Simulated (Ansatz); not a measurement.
# Hf₃N₂: geometry relaxation (part 1 of 3)

The run: geometry relaxation of Hf₃N₂ (5 atoms in the cell). Method and program: DFT LDA, scalar-relativistic, plane waves, PAW, no spin polarisation (Ansatz 0.2.0).

The structure derives from a Materials Project entry. Figures and captions count atoms from 1; the log counts them from 0 in places.

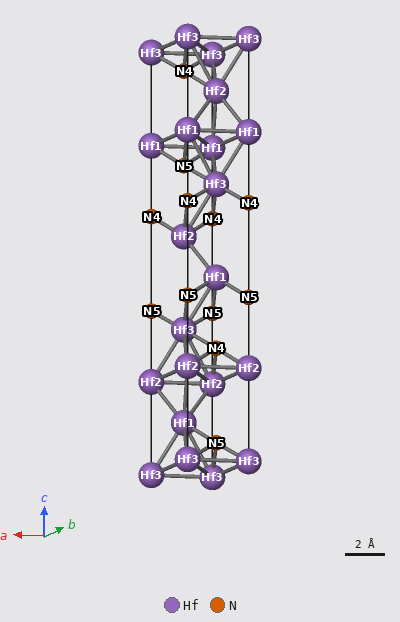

The input geometry (ball-and-stick view of the cell 3 times as large as that of the calculation, set on its symmetry axes, seen at an oblique angle; atoms are numbered from 1 in the order of the input). An atom can appear more than once, as a periodic image. Near neighbours in the periodic cell (some may lie outside the picture): Hf has 12 Hf at 3.12 to 3.21 Å and 3 N at 2.29 Å; Hf has 12 Hf at 3.20 to 3.21 Å and 6 N at 2.24 Å; N has 6 Hf at 2.24 to 2.29 Å.

Key numbers

```json
{"quantity": "outcome", "value": "converged"}
{"quantity": "space group (tolerance 0.01 Å)", "value": "R-3m (166)"}
{"quantity": "electrons treated", "value": "88"}
{"quantity": "free energy", "value": "−47186.4515 eV"}
{"quantity": "Fermi energy", "value": "22.392 eV"}
{"quantity": "gap on the k-point mesh", "value": "none (metallic)"}
{"quantity": "pressure", "value": "0.00 GPa"}
{"quantity": "final volume", "value": "66.45 Å³"}
{"quantity": "largest force (length of the vector) at the end", "value": "under 0.001 eV/Å"}
{"quantity": "final cell", "value": "a = 7.859 Å, b = 7.859 Å, c = 7.859 Å, α = 23.26°, β = 23.26°, γ = 23.26°"}
{"quantity": "hardware", "value": "2 threads of Intel Xeon (Granite Rapids), 192 GiB of memory available, shared host"}
{"quantity": "wall time", "value": "1.8 min (CPU time 3.6 min)"}
{"quantity": "peak memory", "value": "0.77 GiB"}
```

Spin–orbit coupling is left out, which matters for Hf.

The input
```yaml
crystal:
  lattice:
    - [1.5994260774, 0.9234290764, 7.7548432223]
    - [-1.5994260774, 0.9234290764, 7.7548432223]
    - [0.0, -1.8468581527, 7.7548432223]
  atoms:
    - { symbol: Hf, position: [0.77941866, 0.77941866, 0.77941866] }
    - { symbol: Hf, position: [0.22058134, 0.22058134, 0.22058134] }
    - { symbol: Hf, position: [0.0, 0.0, 0.0] }
    - { symbol: "N", position: [0.61191553, 0.61191553, 0.61191553] }
    - { symbol: "N", position: [0.38808447, 0.38808447, 0.38808447] }
basis:
  ecutwfc: 420
kpoints:
  mp_grid: { grid: [12, 12, 12] }
hamiltonian:
  xc: lda
scf:
  occupations: { method: gaussian, width: 0.1 }
output:
  forces: true
  stress: true
  eigenvalues: true
  write_density: true
  write_potential: true
  elf: true
  volumetric_format: npy
relax:
  adjacent_minimum: "off"
  f_tol: 0.005
  max_steps: 80
  cell: { stress_tol: 0.05 }
```

Launch command:
```bash
ansatz run input.yaml --threads 2 --pin off --max-ram 5120MiB --backend cpu --events-out ev --progress --plain --runs-dir out
```

The program's output
```
basis.fft_grid_basis auto: the FFT boxes are laid along the combinations [[1, -1, 0], [0, 1, 0], [0, -1, 1]] of the cell's own vectors, 3.199, 7.972 and 3.199 Å long. The dense box has 24×54×24 points. Along the cell's own vectors, as sized, it would have 54×54×54, 5.06 times as many. Of the 12 symmetry operations that the crystal satisfies within crystal.symmetry.tolerance (time reversal apart; of a slab, those that keep its plane) the dense box along the cell's own vectors carries 12, and the one as laid loses 8 of those. basis.fft_grid_basis: typed keeps the cell's own vectors: state it where this run's energies or levels are differenced outside the engine with another run's, or held beside a run that keeps those vectors. Those combinations have planes normal to reciprocal vector 3, as the cell's own vectors have. Each planar average written beside output.write_density, output.write_potential has a row for each plane of the box: 24. The volumetric files lie along those combinations, not along the cell's own vectors: a cube or XSF file states them, and fields.json those of NumPy files.
Engine: ansatz 0.2.0, x86_64-unknown-linux-gnu
Pseudopotentials: kind: paw
Pseudopotential: Hf, paw, valence charge 26, recommended cutoff 420 eV (normal), Hf.paw.azcp
Pseudopotential: N, paw, valence charge 5, recommended cutoff 420 eV (normal), N.paw.azcp
Functional definition: SPW92
  exchange = slater_x
  correlation = pw_c
Crystal: 5 atoms, lattice volume = 68.721 Å³
Basis set: ecut = 420 eV, 1351 PW (Γ), FFT grids on a1−a2, a2, −a2+a3
Bands: 53, of which v1, the nominal top of the filled ones, is band 44 counted from 1 (43 counted from 0)
Symmetry: 12 space group operations
Space group: R-3m (ITA 166), of the structure as read, at distance tolerance 4.1e-5 Å
k-points: 189 of 1728
Non-local potential: Hf, projectors of the file, l = 0: 3, l = 1: 2, l = 2: 2, l = 3: 3
Non-local potential: N, projectors of the file, l = 0: 2, l = 1: 2, l = 2: 1
PAW form: soft (Blöchl's): semilocal exchange-correlation on the pseudo side does not see the compensation charge
PAW frozen core: Hf, regenerated for the run's functional, and the local potential with it (the file was generated under x = pbe(κ = 0.804, μ = 0.2195149727645171), c = pbe(β = 0.06672455060314922))
PAW frozen core: N, regenerated for the run's functional, and the local potential with it (the file was generated under x = pbe(κ = 0.804, μ = 0.2195149727645171), c = pbe(β = 0.06672455060314922))
PAW one-centre angular grid: Hf, 590 points (default); XC on 64 Gauss nodes
PAW one-centre angular grid: N, 110 points (default); XC on 64 Gauss nodes
Initial density: superposition of atomic densities (neutral atoms: chi_scale 0, normalization atom), corrected by the library's trained network
Initial wavefunctions: pseudopotential atomic-orbital guess
Functional: x = slater, c = lda
SCF iter   1: F=—  HF=-47186.423915 eV  |F-HF|=—  |Δ(HF+E_count)|=         —  Δρ=1.00e-2  dr2=3.16e-1  ethr=1.77e-3  ⟨swp⟩=4.7  Hψ=29168  notcnv=0  defer=53
preconditioner: auto → Kerker (q_TF=auto, 2.843 Å⁻¹)  [metal: Δε(μ)=0.007 eV  Ē_g=17.862 eV  σ=0.100 eV  W_gap=0.04  n_scr=30 (ndim 8)  ℏωp=40.6 eV  f_vac=0.000  D(μ)=1.23/eV (n_scr^D=4)]
SCF iter   2: F=—  HF=-47186.399313 eV  |F-HF|=—  |Δ(HF+E_count)|=   2.46e-2  Δρ=5.30e-3  dr2=1.08e-1  ethr=3.59e-4  ⟨swp⟩=1.0  Hψ=11541  notcnv=0  defer=115
SCF iter   3: F=—  HF=-47186.390748 eV  |F-HF|=—  |Δ(HF+E_count)|=   8.56e-3  Δρ=2.28e-3  dr2=1.82e-2  ethr=1.23e-4  ⟨swp⟩=2.0  Hψ=13380  notcnv=0  defer=115
SCF iter   4: F=—  HF=-47186.385219 eV  |F-HF|=—  |Δ(HF+E_count)|=   5.53e-3  Δρ=8.86e-4  dr2=1.44e-3  ethr=2.07e-5  ⟨swp⟩=2.0  Hψ=13687  notcnv=0  defer=115
SCF iter   5: F=—  HF=-47186.385061 eV  |F-HF|=—  |Δ(HF+E_count)|=   1.58e-4  Δρ=5.09e-4  dr2=2.29e-4  ethr=1.64e-6  ⟨swp⟩=2.1  Hψ=17299  notcnv=0  defer=115
SCF iter   6: F=—  HF=-47186.384975 eV  |F-HF|=—  |Δ(HF+E_count)|=   8.55e-5  Δρ=9.95e-5  dr2=1.60e-5  ethr=2.60e-7  ⟨swp⟩=2.0  Hψ=17119  notcnv=0  defer=115
SCF iter   7: F=—  HF=-47186.384979 eV  |F-HF|=—  |Δ(HF+E_count)|=   3.59e-6  Δρ=4.59e-5  dr2=3.26e-6  ethr=1.82e-8  ⟨swp⟩=2.1  Hψ=17731  notcnv=0  defer=610
SCF iter   8: F=—  HF=-47186.384981 eV  |F-HF|=—  |Δ(HF+E_count)|=   1.74e-6  Δρ=5.58e-5  dr2=2.97e-6  ethr=3.70e-9  ⟨swp⟩=3.0  Hψ=18938  notcnv=0  defer=620
SCF iter   9: F=—  HF=-47186.384977 eV  |F-HF|=—  |Δ(HF+E_count)|=   3.50e-6  Δρ=1.77e-5  dr2=2.34e-7  ethr=3.38e-9  ⟨swp⟩=3.0  Hψ=18196  notcnv=0  defer=622
SCF iter  10: F=-47186.384977 eV  HF=-47186.384977 eV  |F-HF|=2.78e-8  |Δ(HF+E_count)|=   8.44e-8  Δρ=6.45e-6  dr2=3.59e-8  ethr=1.14e-10  ⟨swp⟩=15.0  Hψ=84558  notcnv=0
SCF 1 converged in 10 iterations: F = -47186.384977 eV  dr2 = 3.59e-8
  Residual-converged pass: ⟨swp⟩=1.0  Hψ=10775  notcnv=0  max |occ|·‖R‖ = 7.1e-9 eV (tolerance 1.0e-8 eV)  dr2=3.59e-8  dr2_onsite=2.32e-8  max |Δocc| = 5.2e-11
  greatest PAW one-centre occupation: 0.998 electrons in one spin orbital (limit 2), on the Hf atom at site 1 (counted from 0), in its partial waves of l = 3
relax step   1: F+E_penalty+E_count = -47186.38497705 eV  Δ(F+E_penalty+E_count) = +0.000e0 eV  max|allowed force component| = 3.712e-1 eV/Å  Δτ_max = 0.0000 Å  P = -7.661 GPa  Ω = 68.721 Å³  (10 SCF iters, dr2 threshold 1.00e-7 eV, accepted)
Crystal: 5 atoms, lattice volume = 62.199 Å³
Basis set: ecut = 420 eV, 1207 PW (Γ), FFT grids on a1−a2, a2, −a2+a3
Initial density: handed on by an earlier stage of this run
Initial wavefunctions: those handed on with the density
iter 1 solved again at ethr=2.18e-3 eV; its pass at ethr=3.10e-3 eV (dr2=1.92e0 eV) is discarded
SCF iter   1: F=—  HF=-47186.193209 eV  |F-HF|=—  |Δ(HF+E_count)|=         —  Δρ=2.16e-2  dr2=1.93e0  ethr=2.18e-3  ⟨swp⟩=1.4  Hψ=47812  notcnv=0
preconditioner: auto → Kerker (q_TF=auto, 2.891 Å⁻¹)  [metal: Δε(μ)=0.017 eV  Ē_g=17.926 eV  σ=0.100 eV  W_gap=0.10  n_scr=30 (ndim 8)  ℏωp=42.6 eV  f_vac=0.000  D(μ)=1.25/eV (n_scr^D=4)]
SCF iter   2: F=—  HF=-47186.056335 eV  |F-HF|=—  |Δ(HF+E_count)|=   1.37e-1  Δρ=1.30e-2  dr2=8.59e-1  ethr=2.18e-3  ⟨swp⟩=2.2  Hψ=11708  notcnv=0  defer=1
SCF iter   3: F=—  HF=-47185.991000 eV  |F-HF|=—  |Δ(HF+E_count)|=   6.53e-2  Δρ=5.07e-3  dr2=3.97e-2  ethr=9.76e-4  ⟨swp⟩=2.7  Hψ=18609  notcnv=0  defer=454
SCF iter   4: F=—  HF=-47185.943542 eV  |F-HF|=—  |Δ(HF+E_count)|=   4.75e-2  Δρ=2.98e-3  dr2=5.85e-3  ethr=4.51e-5  ⟨swp⟩=3.0  Hψ=20348  notcnv=0  defer=478
SCF iter   5: F=—  HF=-47185.942442 eV  |F-HF|=—  |Δ(HF+E_count)|=   1.10e-3  Δρ=1.57e-3  dr2=2.93e-3  ethr=6.65e-6  ⟨swp⟩=2.0  Hψ=17684  notcnv=0  defer=478
SCF iter   6: F=—  HF=-47185.941736 eV  |F-HF|=—  |Δ(HF+E_count)|=   7.06e-4  Δρ=5.66e-4  dr2=2.70e-4  ethr=3.33e-6  ⟨swp⟩=2.0  Hψ=15413  notcnv=0  defer=478
SCF iter   7: F=—  HF=-47185.941587 eV  |F-HF|=—  |Δ(HF+E_count)|=   1.49e-4  Δρ=2.20e-4  dr2=5.43e-5  ethr=3.07e-7  ⟨swp⟩=2.0  Hψ=18130  notcnv=0  defer=478
SCF iter   8: F=—  HF=-47185.941573 eV  |F-HF|=—  |Δ(HF+E_count)|=   1.47e-5  Δρ=1.77e-4  dr2=1.67e-5  ethr=6.17e-8  ⟨swp⟩=2.0  Hψ=17693  notcnv=0  defer=478
SCF iter   9: F=—  HF=-47185.941566 eV  |F-HF|=—  |Δ(HF+E_count)|=   6.54e-6  Δρ=4.27e-5  dr2=3.89e-6  ethr=1.90e-8  ⟨swp⟩=2.0  Hψ=17674  notcnv=0  defer=478
SCF iter  10: F=-47185.941565 eV  HF=-47185.941565 eV  |F-HF|=6.77e-8  |Δ(HF+E_count)|=   1.01e-6  Δρ=1.26e-5  dr2=1.14e-7  ethr=5.68e-10  ⟨swp⟩=14.0  Hψ=88401  notcnv=0
SCF 2 converged in 10 iterations: F = -47185.941565 eV  dr2 = 1.14e-7
  greatest PAW one-centre occupation: 0.998 electrons in one spin orbital (limit 2), on the Hf atom at site 2 (counted from 0), in its partial waves of l = 3
relax step   2: F+E_penalty+E_count = -47185.94156499 eV  Δ(F+E_penalty+E_count) = +4.434e-1 eV  max|allowed force component| = 2.709e0 eV/Å  Δτ_max = 0.1144 Å  P = +15.430 GPa  Ω = 62.199 Å³  energy of the carried Pulay correction = +1.755e-2 eV  (10 SCF iters, dr2 threshold 5.00e-7 eV, rejected (line search))
Crystal: 5 atoms, lattice volume = 66.776 Å³
Basis set: ecut = 420 eV, 1291 PW (Γ), FFT grids on a1−a2, a2, −a2+a3
SCF iter   1: F=—  HF=-47186.741497 eV  |F-HF|=—  |Δ(HF+E_count)|=         —  Δρ=2.37e-2  dr2=2.94e0  ethr=3.10e-3  ⟨swp⟩=7.7  Hψ=33779  notcnv=0  defer=39
preconditioner: auto → Kerker (q_TF=auto, 2.857 Å⁻¹)  [metal: Δε(μ)=0.009 eV  Ē_g=17.956 eV  σ=0.100 eV  W_gap=0.05  n_scr=30 (ndim 8)  ℏωp=41.1 eV  f_vac=0.000  D(μ)=1.99/eV (n_scr^D=10)]
SCF iter   2: F=—  HF=-47186.556614 eV  |F-HF|=—  |Δ(HF+E_count)|=   1.85e-1  Δρ=1.27e-2  dr2=9.32e-1  ethr=3.10e-3  ⟨swp⟩=2.0  Hψ=12125  notcnv=0  defer=427
SCF iter   3: F=—  HF=-47186.475658 eV  |F-HF|=—  |Δ(HF+E_count)|=   8.10e-2  Δρ=4.19e-3  dr2=7.42e-2  ethr=1.06e-3  ⟨swp⟩=2.0  Hψ=16124  notcnv=0  defer=633
SCF iter   4: F=—  HF=-47186.452074 eV  |F-HF|=—  |Δ(HF+E_count)|=   2.36e-2  Δρ=2.43e-3  dr2=1.34e-2  ethr=8.43e-5  ⟨swp⟩=2.0  Hψ=15718  notcnv=0  defer=617
SCF iter   5: F=—  HF=-47186.449673 eV  |F-HF|=—  |Δ(HF+E_count)|=   2.40e-3  Δρ=1.15e-3  dr2=1.25e-3  ethr=1.52e-5  ⟨swp⟩=2.0  Hψ=10984  notcnv=0  defer=617
SCF iter   6: F=—  HF=-47186.449372 eV  |F-HF|=—  |Δ(HF+E_count)|=   3.01e-4  Δρ=3.54e-4  dr2=9.88e-5  ethr=1.42e-6  ⟨swp⟩=2.0  Hψ=15468  notcnv=0  defer=617
SCF iter   7: F=—  HF=-47186.449370 eV  |F-HF|=—  |Δ(HF+E_count)|=   1.99e-6  Δρ=2.14e-4  dr2=5.65e-5  ethr=1.12e-7  ⟨swp⟩=2.1  Hψ=17730  notcnv=0  defer=617
SCF iter   8: F=—  HF=-47186.449350 eV  |F-HF|=—  |Δ(HF+E_count)|=   1.98e-5  Δρ=1.08e-4  dr2=1.39e-5  ethr=6.42e-8  ⟨swp⟩=2.0  Hψ=17486  notcnv=0  defer=617
SCF iter   9: F=—  HF=-47186.449345 eV  |F-HF|=—  |Δ(HF+E_count)|=   5.80e-6  Δρ=3.58e-5  dr2=1.01e-6  ethr=1.58e-8  ⟨swp⟩=2.0  Hψ=15036  notcnv=0  defer=617
SCF iter  10: F=—  HF=-47186.449344 eV  |F-HF|=—  |Δ(HF+E_count)|=   6.65e-7  Δρ=1.35e-5  dr2=2.51e-7  ethr=1.15e-9  ⟨swp⟩=2.0  Hψ=17779  notcnv=0  defer=620
SCF iter  11: F=—  HF=-47186.449344 eV  |F-HF|=—  |Δ(HF+E_count)|=   3.50e-8  Δρ=3.42e-6  dr2=7.24e-9  ethr=2.85e-10  ⟨swp⟩=2.0  Hψ=17677  notcnv=0  defer=620
SCF iter  12: F=—  HF=-47186.449344 eV  |F-HF|=—  |Δ(HF+E_count)|=   3.52e-9  Δρ=7.34e-7  dr2=2.96e-10  ethr=8.23e-12  ⟨swp⟩=2.0  Hψ=17699  notcnv=0  defer=620
SCF iter  13: F=—  HF=-47186.449344 eV  |F-HF|=—  |Δ(HF+E_count)|=  1.67e-10  Δρ=2.90e-7  dr2=5.43e-11  ethr=1.00e-12  ⟨swp⟩=13.8  Hψ=68584  notcnv=0
SCF iter  14: F=-47186.449344 eV  HF=-47186.449344 eV  |F-HF|=7.28e-12  |Δ(HF+E_count)|=  2.18e-11  Δρ=1.15e-7  dr2=1.04e-11  ethr=1.00e-12  ⟨swp⟩=7.3  Hψ=53615  notcnv=0
the search or the solves at the SCF's close seem to have found levels that the self-consistency loop had missed (the run counts 1). By its estimate they hold under 1e-12 electrons; where the run keeps them, the occupations were computed again with them
SCF 3 converged in 14 iterations: F = -47186.449344 eV  dr2 = 1.04e-11
relax step   3: F+E_penalty+E_count = -47186.44934385 eV  Δ(F+E_penalty+E_count) = -6.437e-2 eV  max|allowed force component| = 2.158e-1 eV/Å  Δτ_max = 0.0085 Å  P = -1.184 GPa  Ω = 66.776 Å³  energy of the carried Pulay correction = +5.057e-3 eV  (14 SCF iters, accepted)
Crystal: 5 atoms, lattice volume = 66.463 Å³
iter 1 solved again at ethr=2.13e-5 eV; its pass at ethr=3.10e-3 eV (dr2=1.87e-2 eV) is discarded
SCF iter   1: F=—  HF=-47186.458549 eV  |F-HF|=—  |Δ(HF+E_count)|=         —  Δρ=2.11e-3  dr2=1.87e-2  ethr=2.13e-5  ⟨swp⟩=1.5  Hψ=34414  notcnv=0
preconditioner: auto → Kerker (q_TF=auto, 2.859 Å⁻¹)  [metal: Δε(μ)=0.004 eV  Ē_g=17.926 eV  σ=0.100 eV  W_gap=0.02  n_scr=30 (ndim 8)  ℏωp=41.2 eV  f_vac=0.000  D(μ)=1.73/eV (n_scr^D=4)]
SCF iter   2: F=—  HF=-47186.457272 eV  |F-HF|=—  |Δ(HF+E_count)|=   1.28e-3  Δρ=1.22e-3  dr2=7.11e-3  ethr=2.12e-5  ⟨swp⟩=1.0  Hψ=10017  notcnv=0
SCF iter   3: F=—  HF=-47186.456745 eV  |F-HF|=—  |Δ(HF+E_count)|=   5.27e-4  Δρ=5.47e-4  dr2=7.74e-4  ethr=8.08e-6  ⟨swp⟩=2.0  Hψ=15567  notcnv=0
SCF iter   4: F=—  HF=-47186.456343 eV  |F-HF|=—  |Δ(HF+E_count)|=   4.02e-4  Δρ=2.65e-4  dr2=9.26e-5  ethr=8.80e-7  ⟨swp⟩=2.1  Hψ=16819  notcnv=0
SCF iter   5: F=—  HF=-47186.456323 eV  |F-HF|=—  |Δ(HF+E_count)|=   2.01e-5  Δρ=1.37e-4  dr2=1.30e-5  ethr=1.05e-7  ⟨swp⟩=2.0  Hψ=18333  notcnv=0
SCF iter   6: F=—  HF=-47186.456318 eV  |F-HF|=—  |Δ(HF+E_count)|=   4.32e-6  Δρ=4.17e-5  dr2=1.36e-6  ethr=1.47e-8  ⟨swp⟩=2.0  Hψ=16061  notcnv=0
SCF iter   7: F=—  HF=-47186.456317 eV  |F-HF|=—  |Δ(HF+E_count)|=   1.46e-6  Δρ=2.59e-5  dr2=4.87e-7  ethr=5.68e-10  ⟨swp⟩=12.1  Hψ=97387  notcnv=0
SCF iter   8: F=-47186.456317 eV  HF=-47186.456317 eV  |F-HF|=2.32e-7  |Δ(HF+E_count)|=   3.83e-8  Δρ=1.62e-5  dr2=1.44e-7  ethr=5.54e-10  ⟨swp⟩=10.7  Hψ=92719  notcnv=0
SCF 4 converged in 8 iterations: F = -47186.456317 eV  dr2 = 1.44e-7
relax step   4: F+E_penalty+E_count = -47186.45631673 eV  Δ(F+E_penalty+E_count) = -6.973e-3 eV  max|allowed force component| = 5.714e-2 eV/Å  Δτ_max = 0.0104 Å  P = +0.036 GPa  Ω = 66.463 Å³  energy of the carried Pulay correction = +5.884e-3 eV  (8 SCF iters, dr2 threshold 5.00e-7 eV, accepted)
Crystal: 5 atoms, lattice volume = 66.478 Å³
iter 1 solved again at ethr=3.51e-6 eV; its pass at ethr=3.10e-3 eV (dr2=3.09e-3 eV) is discarded
SCF iter   1: F=—  HF=-47186.456975 eV  |F-HF|=—  |Δ(HF+E_count)|=         —  Δρ=7.22e-4  dr2=3.03e-3  ethr=3.51e-6  ⟨swp⟩=1.2  Hψ=32878  notcnv=0
preconditioner: auto → Kerker (q_TF=auto, 2.859 Å⁻¹)  [metal: Δε(μ)=0.005 eV  Ē_g=17.928 eV  σ=0.100 eV  W_gap=0.03  n_scr=30 (ndim 8)  ℏωp=41.2 eV  f_vac=0.000  D(μ)=1.67/eV (n_scr^D=4)]
SCF iter   2: F=—  HF=-47186.456784 eV  |F-HF|=—  |Δ(HF+E_count)|=   1.91e-4  Δρ=4.27e-4  dr2=1.19e-3  ethr=3.44e-6  ⟨swp⟩=1.0  Hψ=10017  notcnv=0
SCF iter   3: F=—  HF=-47186.456684 eV  |F-HF|=—  |Δ(HF+E_count)|=   1.00e-4  Δρ=1.50e-4  dr2=6.86e-5  ethr=1.36e-6  ⟨swp⟩=2.0  Hψ=15614  notcnv=0
SCF iter   4: F=—  HF=-47186.456642 eV  |F-HF|=—  |Δ(HF+E_count)|=   4.23e-5  Δρ=9.61e-5  dr2=1.08e-5  ethr=7.80e-8  ⟨swp⟩=2.0  Hψ=17655  notcnv=0
SCF iter   5: F=—  HF=-47186.456639 eV  |F-HF|=—  |Δ(HF+E_count)|=   2.77e-6  Δρ=4.23e-5  dr2=1.16e-6  ethr=1.23e-8  ⟨swp⟩=2.0  Hψ=18335  notcnv=0
SCF iter   6: F=—  HF=-47186.456639 eV  |F-HF|=—  |Δ(HF+E_count)|=   3.07e-7  Δρ=1.13e-5  dr2=1.28e-7  ethr=2.32e-10  ⟨swp⟩=10.6  Hψ=81752  notcnv=0
SCF iter   7: F=-47186.456639 eV  HF=-47186.456639 eV  |F-HF|=1.95e-8  |Δ(HF+E_count)|=   2.04e-9  Δρ=6.02e-6  dr2=2.79e-8  ethr=1.46e-10  ⟨swp⟩=9.2  Hψ=72327  notcnv=0
SCF 5 converged in 7 iterations: F = -47186.456639 eV  dr2 = 2.79e-8
  Residual-converged pass: ⟨swp⟩=1.0  Hψ=10773  notcnv=0  max |occ|·‖R‖ = 7.1e-9 eV (tolerance 1.0e-8 eV)  dr2=2.79e-8  dr2_onsite=5.71e-9  max |Δocc| = 4.9e-11
relax step   5: F+E_penalty+E_count = -47186.45663855 eV  Δ(F+E_penalty+E_count) = -3.218e-4 eV  max|allowed force component| = 6.343e-3 eV/Å  Δτ_max = 0.0032 Å  P = +0.014 GPa  Ω = 66.478 Å³  energy of the carried Pulay correction = +5.844e-3 eV  (7 SCF iters, dr2 threshold 2.04e-7 eV, accepted)
Crystal: 5 atoms, lattice volume = 66.479 Å³
iter 1 solved again at ethr=2.01e-9 eV; its pass at ethr=3.10e-3 eV (dr2=1.77e-6 eV) is discarded
SCF iter   1: F=—  HF=-47186.456641 eV  |F-HF|=—  |Δ(HF+E_count)|=         —  Δρ=5.16e-5  dr2=1.76e-6  ethr=2.01e-9  ⟨swp⟩=2.0  Hψ=34202  notcnv=0
preconditioner: auto → Kerker (q_TF=auto, 2.859 Å⁻¹)  [metal: Δε(μ)=0.002 eV  Ē_g=17.927 eV  σ=0.100 eV  W_gap=0.01  n_scr=30 (ndim 8)  ℏωp=41.2 eV  f_vac=0.000  D(μ)=1.61/eV (n_scr^D=4)]
SCF iter   2: F=—  HF=-47186.456640 eV  |F-HF|=—  |Δ(HF+E_count)|=   3.05e-7  Δρ=2.46e-5  dr2=5.04e-7  ethr=2.00e-9  ⟨swp⟩=2.0  Hψ=14944  notcnv=0
SCF iter   3: F=—  HF=-47186.456640 eV  |F-HF|=—  |Δ(HF+E_count)|=   8.84e-8  Δρ=9.26e-6  dr2=1.10e-7  ethr=5.73e-10  ⟨swp⟩=1.5  Hψ=10123  notcnv=0
SCF iter   4: F=—  HF=-47186.456640 eV  |F-HF|=—  |Δ(HF+E_count)|=   1.73e-8  Δρ=3.74e-6  dr2=8.21e-9  ethr=1.25e-10  ⟨swp⟩=2.0  Hψ=18335  notcnv=0
SCF iter   5: F=-47186.456640 eV  HF=-47186.456640 eV  |F-HF|=1.74e-9  |Δ(HF+E_count)|=   8.31e-9  Δρ=2.04e-6  dr2=2.39e-9  ethr=2.86e-12  ⟨swp⟩=8.5  Hψ=64275  notcnv=0
SCF 6 converged in 5 iterations: F = -47186.456640 eV  dr2 = 2.39e-9
relax step   6: F+E_penalty+E_count = -47186.45664034 eV  Δ(F+E_penalty+E_count) = -1.790e-6 eV  max|allowed force component| = 6.873e-4 eV/Å  Δτ_max = 0.0005 Å  P = +0.000 GPa  Ω = 66.479 Å³  energy of the carried Pulay correction = +5.842e-3 eV  (5 SCF iters, dr2 threshold 2.51e-9 eV, accepted)
Initial wavefunctions: pseudopotential atomic-orbital guess (no wavefunctions were taken with the density)
iter 1 solved again at ethr=5.54e-8 eV; its pass at ethr=3.10e-3 eV (dr2=4.87e-5 eV) is discarded
```
